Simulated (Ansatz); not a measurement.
# Bands, cutoff and cost in G0W0 for ZrSe2 (1T monolayer)

Wanted: a G0W0 gap for ZrSe2 (1T monolayer) that is converged in bands and cutoff, or an estimate of the limit.

Method: G0W0 on LDA, plane waves, PAW; PAW set soft_1, in Ansatz 0.2.0.

### 1. Set-up

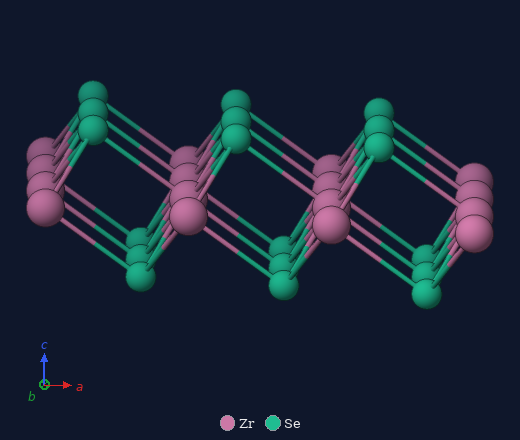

The starting structure, seen nearly edge on (zirconium pink, selenium teal). 3×3×1 cells are drawn. Some periodic images of atoms are drawn too.

The cell holds 3 atoms: 1 Zr and 2 Se. Cell: a = 3.718 Å, b = 3.718 Å, c = 29.400 Å, α = 90.0°, β = 90.0°, γ = 120.0°. Vacuum lies along c.

The structure was relaxed with LDA. The runs that relaxed it are not among those shown. The Coulomb interaction is cut off across the vacuum.

### 2. 172 empty bands, screening to 36 eV

Now the one-shot GW correction: screening in the RPA, then the self-energy of the levels asked for. This step takes PAW set soft_1 files.

input.yaml

```yaml
crystal:
  lattice:
    - [3.7183383315, 0.0, 0.0]
    - [-1.8591691658, 3.220175455, 0.0]
    - [0.0, 0.0, 29.4]
  atoms:
    - { symbol: Zr, position: [0.0, 0.0, 0.5] }
    - { symbol: Se, position: [0.3333333333, 0.6666666667, 0.5531124718] }
    - { symbol: Se, position: [0.6666666667, 0.3333333333, 0.4468875282] }
  periodic: [true, true, false]
kpoints:
  mp_grid: { grid: [6, 6, 1] }
hamiltonian:
  xc: lda
  pseudopotentials: { kind: paw, azcp: { folder: soft_1 }, xc_functional: pbe }
scf:
  occupations: { method: fixed }
gw:
  n_empty_bands: 172
  ecut_chi: 36
  qp_bands: [v2, c2]
  qp_kpoints: band_edges
  screening: { model: contour_deformation }
```

Started as:

```console
> ansatz run input.yaml --threads 4 --pin off --max-ram 17510MiB --backend cpu --events-out ev --progress --plain --runs-dir out
```

Numbers of over 12 decimals in the logs are rounded to 6 here.

The program printed:

```text
Engine: ansatz 0.2.0, aarch64-unknown-linux-gnu
Pseudopotentials: kind: paw
Pseudopotential: Zr, paw, valence charge 12, recommended cutoff 420 eV (normal), soft_1/Zr.paw.azcp
Pseudopotential: Se, paw, valence charge 16, recommended cutoff 420 eV (normal), soft_1/Se.paw.azcp
Functional definition: SPW92
  exchange = slater_x
  correlation = pw_c
Crystal: 3 atoms, lattice volume = 352.027 Å³
Basis set: ecut = 420 eV, 6879 PW (Γ)
Bands: 27, of which v1, the nominal top of the filled ones, is band 22 counted from 1 (21 counted from 0)
Symmetry: 12 space group operations
Space group: P-3m1 (ITA 164), of the structure as read, at distance tolerance 7.1e-5 Å
k-points: 7 of 36
Non-local potential: Zr, projectors of the file, l = 0: 3, l = 1: 2, l = 2: 2, l = 3: 1
Non-local potential: Se, projectors of the file, l = 0: 2, l = 1: 2, l = 2: 3, l = 3: 1
PAW form: soft (Blöchl's): semilocal exchange-correlation on the pseudo side does not see the compensation charge
PAW frozen core: Zr, regenerated for the run's functional, and the local potential with it (the file was generated under x = pbe(κ = 0.804, μ = 0.219515), c = pbe(β = 0.066725))
PAW frozen core: Se, regenerated for the run's functional, and the local potential with it (the file was generated under x = pbe(κ = 0.804, μ = 0.219515), c = pbe(β = 0.066725))
PAW one-centre angular grid: Zr, 590 points (default); XC on 64 Gauss nodes
PAW one-centre angular grid: Se, 590 points (default); XC on 64 Gauss nodes
Initial density: superposition of atomic densities (neutral atoms: chi_scale 0, normalization atom)
Initial wavefunctions: pseudopotential atomic-orbital guess
Functional: x = slater, c = lda
SCF iter   1: F=—  HF=-14848.470619 eV  |F-HF|=—  |Δ(HF+E_count)|=         —  Δρ=1.79e-2  dr2=1.73e0  ethr=3.10e-3  ⟨swp⟩=6.7  Hψ=810  notcnv=0  defer=19
preconditioner: auto → Resta (q_TF=auto, 1.929 Å⁻¹)  ε∞=1.9  [insulator: Δε(μ)=0.923 eV  Ē_g=8.521 eV  n_scr=18 (ndim 8)  ℏωp=7.9 eV  f_vac=0.761  ε∞_Penn≈1.9  vacuum switching on, ρ_ref=5.3e-3 e/Å³]
SCF iter   2: F=—  HF=-14847.918227 eV  |F-HF|=—  |Δ(HF+E_count)|=   5.52e-1  Δρ=6.81e-3  dr2=2.20e-1  ethr=3.10e-3  ⟨swp⟩=4.0  Hψ=406  notcnv=0  defer=20
SCF iter   3: F=—  HF=-14847.879145 eV  |F-HF|=—  |Δ(HF+E_count)|=   3.91e-2  Δρ=4.01e-3  dr2=1.03e-1  ethr=4.99e-4  ⟨swp⟩=4.1  Hψ=400  notcnv=0  defer=20
SCF iter   4: F=—  HF=-14847.861383 eV  |F-HF|=—  |Δ(HF+E_count)|=   1.78e-2  Δρ=1.47e-3  dr2=8.01e-3  ethr=2.35e-4  ⟨swp⟩=3.6  Hψ=284  notcnv=0  defer=20
SCF iter   5: F=—  HF=-14847.860772 eV  |F-HF|=—  |Δ(HF+E_count)|=   6.11e-4  Δρ=3.47e-4  dr2=2.81e-4  ethr=1.82e-5  ⟨swp⟩=3.3  Hψ=360  notcnv=0  defer=20
SCF iter   6: F=—  HF=-14847.860872 eV  |F-HF|=—  |Δ(HF+E_count)|=   1.00e-4  Δρ=9.28e-5  dr2=1.86e-5  ethr=6.38e-7  ⟨swp⟩=3.1  Hψ=357  notcnv=0  defer=20
SCF iter   7: F=—  HF=-14847.860887 eV  |F-HF|=—  |Δ(HF+E_count)|=   1.45e-5  Δρ=2.39e-5  dr2=2.74e-6  ethr=4.23e-8  ⟨swp⟩=3.0  Hψ=400  notcnv=0  defer=19
SCF iter   8: F=-14847.860887 eV  HF=-14847.860887 eV  |F-HF|=2.56e-8  |Δ(HF+E_count)|=   2.52e-7  Δρ=4.32e-6  dr2=3.73e-8  ethr=2.27e-10  ⟨swp⟩=16.0  Hψ=1261  notcnv=0
SCF 1 converged in 8 iterations: F = -14847.860887 eV  dr2 = 3.73e-8
  greatest PAW one-centre occupation: 1.000 electrons in one spin orbital (limit 2), on the Se atom at site 2 (counted from 0), in its partial waves of l = 2
NSCF: frozen V_eff on 7 k-points
G₀W₀ screening: q 1/7
[... further progress lines ...]
SCF converged after 8 iterations
Free energy (F): -14847.860887 eV
Harris-Foulkes:  -14847.860887 eV  (|F-HF|=2.56e-8)
Internal energy: -14847.860887 eV  (E = F + TS)
E sigma→0 (E₀):  -14847.860887 eV
Fermi energy:    -5.680812 eV
--- Per-component energies (eV) ---
  E_band       = -1534.456237
  E_kinetic    = 540.324562
  E_local      = -89667.050019  (includes V_loc(G=0)·N_el)
  E_nonlocal   = -623.966251
  E_hartree    = 44533.284945
  E_xc         = -324.131153
  E_vxc        = -364.909367  (∫ρ·V_xc dr)
  E_paw        = -6950.013495  (= ΣΔE_a)
  E_vpaw       = -485.411882  (= ΣTr[D̂ρ^β])
  E_aug_tail   = -0.000769  (compensation charges beyond the density's cutoff)
  E_ewald      = 37638.886175
  E_core_change = 4.805120  (= ΣΔE_core)
  E_smearing   = -0.000000  (= −TS)
  E_closure    = 0.000000  (closes the sum)
  Σ components = -14847.860887   (vs F -14847.860887, Δ=0.00e0)
--- Band table (eV; the first three rows and the last of 7) ---
  k-point 0: bands = [... 18 lower, -8.3535, -6.9956, -5.6808, -5.6808, -4.6809, -4.6809, -4.0827, -1.1828, ... 1 higher]
  k-point 1: bands = [... 18 lower, -8.2256, -7.4278, -6.4991, -6.4262, -4.7284, -3.8515, -3.5619, -2.0409, ... 1 higher]
  k-point 2: bands = [... 18 lower, -8.5911, -8.1912, -6.9458, -6.8236, -5.2022, -3.2407, -2.9849, -1.3324, ... 1 higher]
  k-point 6: bands = [... 18 lower, -9.3432, -7.9472, -7.9472, -7.8039, -3.8804, -3.2688, -3.2688, -1.1542, ... 1 higher]
--- G₀W₀: contour deformation, 8 samples at zero and on the imaginary axis and 2 off it, 36 q-points, 172 empty bands' worth ---
  eigenvalues of the whole cell's RPA ε∞ on this k-mesh (on a slab, of 1 + 4πα/V) = 1.1709, 6.7687, 6.7687; static W/v taken at q = 0 is 0.364574
  gw.qp_kpoints: band_edges: 6 of 7 stored k-points solved, in 1 pass; an edge of the gap read off the rows below is read off those points alone
    valence top: of the k-points left out ik 6 came nearest to being solved in a further pass, in band 22 (counted from 1, as in the quasiparticle table): it holds the edge there only if its correction is more favourable than any solved in that band by at least 2.120 eV; those differ by 0.191 eV
    conduction bottom: of the k-points left out ik 6 came nearest to being solved in a further pass, in band 23 (counted from 1, as in the quasiparticle table): it holds the edge there only if its correction is more favourable than any solved in that band by at least 1.499 eV; those differ by 0.085 eV
  `?` marks the rows in doubt; gw_qp.tsv's column doubts and the gw_qp event give each row's grounds
    ik  band        ε_KS         Σx   Σc(E_QP)       V_xc       Z   E_QP_lin       E_QP  E_QP is
     0    21     -5.6808   -17.5687     1.6665   -16.1318  0.6951    -5.4540    -5.4511  root
     0    22     -5.6808   -17.5687     1.6665   -16.1318  0.6951    -5.4540    -5.4511  root
     0    23     -4.6809   -10.6785    -4.6745   -16.2910  0.6780    -3.5680    -3.7429  root ?
     0    24     -4.6809   -10.6785    -4.6745   -16.2910  0.6780    -3.5680    -3.7429  root ?
     1    21     -6.4991   -16.8530     2.1183   -14.7971  0.6808    -6.4369    -6.4367  root
     1    22     -6.4262   -16.8392     1.4233   -15.6483  0.6850    -6.1968    -6.1937  root
     1    23     -4.7284   -10.4240    -4.4135   -15.7349  0.6788    -3.6930    -3.8309  root ?
     1    24     -3.8515   -11.2753    -4.6371   -16.8481  0.6643    -2.7746    -2.9158  root ?
     2    21     -6.9458   -17.1678     2.2817   -14.9486  0.6662    -6.8829    -6.8832  root
     2    22     -6.8236   -17.2718     1.9533   -15.4477  0.6789    -6.6957    -6.6944  root
     2    23     -5.2022   -10.0981    -4.0537   -15.0044  0.6854    -4.2444    -4.3496  root ?
     2    24     -3.2407   -10.9673    -5.5163   -17.4765  0.6526    -2.0673    -2.2478  root ?
     3    21     -7.2957   -17.0889     2.4482   -14.6397  0.6621    -7.2966    -7.2966  root
     3    22     -6.7825   -17.5591     2.1860   -15.4588  0.6818    -6.6974    -6.6969  root
     3    23     -5.3874   -10.3066    -3.8423   -15.0093  0.6867    -4.4467    -4.5270  root
     3    24     -3.0482   -11.0894    -5.9669   -18.0948  0.6455    -1.7963    -2.0099  root ?
     4    21     -7.5646   -16.8849     1.9655   -15.0854  0.6626    -7.4002    -7.3986  root
     4    22     -6.5692   -17.3764     2.2058   -15.2535  0.6783    -6.4867    -6.4862  root
     4    23     -4.3793   -10.2216    -4.8070   -15.9361  0.6682    -3.3282    -3.4719  root ?
     4    24     -3.9545   -10.5685    -4.2489   -15.6861  0.6706    -2.9827    -3.0858  root ?
     5    21     -7.8862   -17.1840     2.3914   -14.8817  0.6548    -7.7976    -7.7971  root
     5    22     -7.2663   -17.2835     2.4196   -14.9055  0.6625    -7.2255    -7.2247  root
     5    23     -4.4898   -10.5348    -4.2679   -15.6658  0.6743    -3.5103    -3.6266  root ?
     5    24     -3.3404   -10.5566    -5.2310   -16.7427  0.6551    -2.2357    -2.3853  root ?
```

Elapsed: 32 s, on 4 threads of Arm Neoverse V2, shared host; peak memory 1.2 GiB.

Numbers from this step:

```yaml
bands_summed: 194
plane_waves_in_the_screening_matrix: 167
q_points_in_the_mesh: 36
g0w0_gap_on_the_mesh: 0.9242 eV
k_of_the_valence_top: 0, 0, 0
k_of_the_conduction_bottom: 0, -0.5, 0
starting_gap_on_the_mesh: 0.2934 eV
z_at_the_valence_top: 0.6951
z_at_the_conduction_bottom: 0.6867
least_direct_g0w0_gap_on_the_computed_points: 1.708 eV
```

The gap on the mesh goes from 0.29 eV to 0.92 eV, a correction of +0.63 eV. Between the two edge states, bare exchange in place of the xc potential would open the gap by 6.14 eV, and correlation takes back 5.51 eV.

### 3. 418 empty bands, screening to 65 eV

Another rung: the empty bands reach about as high as the screening cutoff, so the two stay in balance.

input.yaml: that of step 2 with these lines changed.

```diff
@@ -17,5 +17,6 @@
   occupations: { method: fixed }
+  convergence: { dr2_threshold: 1.0e-10 }
 gw:
-  n_empty_bands: 172
-  ecut_chi: 36
+  n_empty_bands: 418
+  ecut_chi: 65.0
   qp_bands: [v2, c2]
```

The program printed:

```text
[...]
Crystal: 3 atoms, lattice volume = 352.027 Å³
Basis set: ecut = 420 eV, 6879 PW (Γ)
Bands: 27, of which v1, the nominal top of the filled ones, is band 22 counted from 1 (21 counted from 0)
[... 1 set-up line as in the run before ...]
[...]
k-points: 7 of 36
[...]
SCF iter   1: F=—  HF=-14848.470619 eV  |F-HF|=—  |Δ(HF+E_count)|=         —  Δρ=1.79e-2  dr2=1.73e0  ethr=3.10e-3  ⟨swp⟩=6.7  Hψ=810  notcnv=0  defer=19
[...]
SCF iter  11: F=-14847.860887 eV  HF=-14847.860887 eV  |F-HF|=7.28e-12  |Δ(HF+E_count)|=  2.98e-10  Δρ=4.81e-8  dr2=6.16e-12  ethr=1.00e-12  ⟨swp⟩=16.1  Hψ=929  notcnv=0
SCF 1 converged in 11 iterations: F = -14847.860887 eV  dr2 = 6.16e-12
[...]
NSCF: frozen V_eff on 7 k-points
G₀W₀ screening: q 1/7
[... further progress lines ...]
SCF converged after 11 iterations
Free energy (F): -14847.860887 eV
[...]
Internal energy: -14847.860887 eV  (E = F + TS)
E sigma→0 (E₀):  -14847.860887 eV
Fermi energy:    -5.680429 eV
[...]
--- Band table (eV; the first three rows and the last of 7) ---
  k-point 0: bands = [... 18 lower, -8.3532, -6.9952, -5.6804, -5.6804, -4.6806, -4.6806, -4.0823, -1.1825, ... 1 higher]
  k-point 1: bands = [... 18 lower, -8.2252, -7.4275, -6.4987, -6.4258, -4.7280, -3.8512, -3.5615, -2.0406, ... 1 higher]
  k-point 2: bands = [... 18 lower, -8.5908, -8.1909, -6.9454, -6.8232, -5.2018, -3.2403, -2.9845, -1.3320, ... 1 higher]
  k-point 6: bands = [... 18 lower, -9.3428, -7.9468, -7.9468, -7.8035, -3.8800, -3.2685, -3.2685, -1.1538, ... 1 higher]
[...]
bands read: the sum over 440 bands ends inside a degenerate multiplet in 2 slots, whose members it reads at an even weight; the widest, k=0: bands 440 to 441 (counted from 1) at 1/2 each
[...]
0    21     -5.6804   -17.5687     1.3743   -16.1318  0.6881    -5.7432    -5.7430  root
     0    22     -5.6804   -17.5687     1.3743   -16.1318  0.6881    -5.7432    -5.7430  root
     0    23     -4.6806   -10.6785    -4.8480   -16.2911  0.6724    -3.8452    -3.9160  root
     0    24     -4.6806   -10.6785    -4.8480   -16.2911  0.6724    -3.8452    -3.9160  root
     1    21     -6.4987   -16.8530     1.8792   -14.7970  0.6741    -6.6776    -6.6754  root
     1    22     -6.4258   -16.8392     1.1543   -15.6483  0.6786    -6.4624    -6.4623  root
     1    23     -4.7280   -10.4240    -4.5965   -15.7350  0.6733    -3.9569    -4.0135  root
     1    24     -3.8512   -11.2754    -4.8523   -16.8482  0.6584    -3.0693    -3.1308  root
[...]
5    21     -7.8858   -17.1840     2.1677   -14.8817  0.6488    -8.0216    -8.0204  root
     5    22     -7.2659   -17.2835     2.1923   -14.9055  0.6556    -7.4548    -7.4516  root
     5    23     -4.4894   -10.5348    -4.4634   -15.6659  0.6685    -3.7730    -3.8217  root
     5    24     -3.3401   -10.5566    -5.4363   -16.7428  0.6503    -2.5226    -2.5902  root
```

The job ended after 2.3 min (4 threads; peak memory 2.6 GiB).

Numbers from this step:

* bands summed: 440
* plane waves in the screening matrix: 465
* q-points in the mesh: 36
* G0W0 gap on the mesh: 1.016 eV
* k of the valence top: 0, 0, 0
* k of the conduction bottom: 0, -0.5, 0
* starting gap on the mesh: 0.2934 eV
* Z at the valence top: 0.6881
* Z at the conduction bottom: 0.6813
* least direct G0W0 gap on the computed points: 1.827 eV

Against the run with 6×6×1 mesh, 172 empty bands, screening to 36 eV, PAW set soft_1 files, the gap moves by +0.09 eV.

### 4. Side by side

Times are wall times on 4 threads of Arm Neoverse V2, shared host, good to a factor of about two.

```
 mesh           files            frequency  bands summed  cutoff (eV)  start (eV)  G0W0 (eV)     time  host memory (GiB)
6×6×1  PAW set soft_1  contour deformation           194           36       0.293      0.924     32 s                1.2
6×6×1  PAW set soft_1  contour deformation           440           65       0.293      1.016  2.3 min                2.6
```

The parts of the quasiparticle energy at the two band edges (eV; QP = start + Σx + Σc − Vxc):

```
      run               edge  start      Σx     Σc     Vxc     Z     QP
194 bands        valence top  -5.68  -17.57   1.67  -16.13  0.70  -5.45
194 bands  conduction bottom  -5.39  -10.31  -3.84  -15.01  0.69  -4.53
440 bands        valence top  -5.68  -17.57   1.37  -16.13  0.69  -5.74
440 bands  conduction bottom  -5.39  -10.31  -4.04  -15.01  0.68  -4.73
```

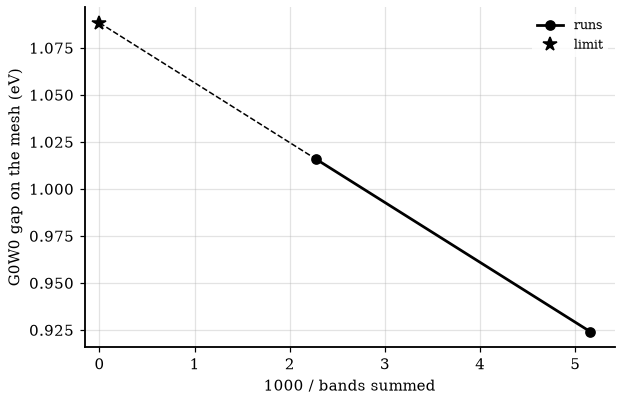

The gap against one over the number of bands; the dashed line carries the two highest rungs to the limit.

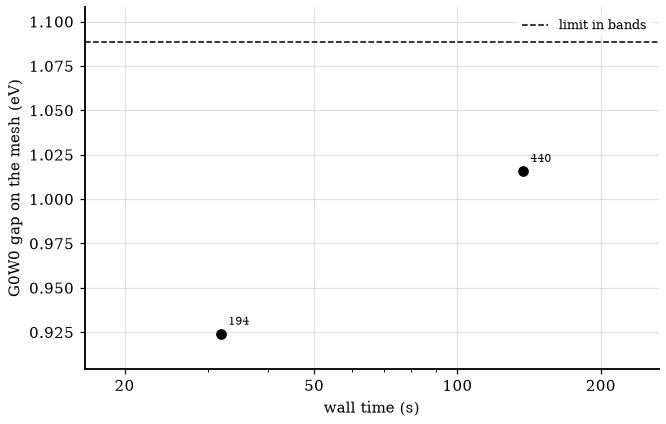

Result against wall time.

### 5. Outcome

```
194 bands, 36 eV                    : 0.924 eV
440 bands, 65 eV                    : 1.016 eV
estimated limit in bands and cutoff : 1.09 eV
mesh and start                      : 6×6×1, LDA
```

In words: A line in one over the bands through the two rungs gives 1.09 eV, +0.07 eV from the top rung; with two points alone it is an unchecked estimate. The rungs stand 0.16 eV (194 bands) and 0.07 eV (440 bands) from it. From 194 to 440 bands the gap moves by +0.09 eV while the time grows 4.3-fold. Σc changes by −0.29 eV at the valence top and −0.20 eV at the conduction bottom, so the levels themselves move more than the gap between them. The mesh in the plane is coarse for a sheet; gap and any exciton binding can still move on denser ones. The many-body steps are scalar-relativistic: spin-orbit coupling is not in them.

[Paths, hosts, dates, memory and timing lines, banners, echoed tables and standing remarks are left out of the program output.]

[Logs are printed without paths, hosts, clocks, repeated set-up lines and the standing remarks that a program may print on its own settings, such as how far it seeks lower states.]

[Runs of the session that timed out or met a known fault of the program may be left out.]

[Cells called generated may have been cut or substituted from an entry of the Crystallography Open Database or the Materials Project.]

[Hosts, paths, dates, database ids (printed as entryN), source tags and the programs' standing remarks are cut or masked in the printed files.]
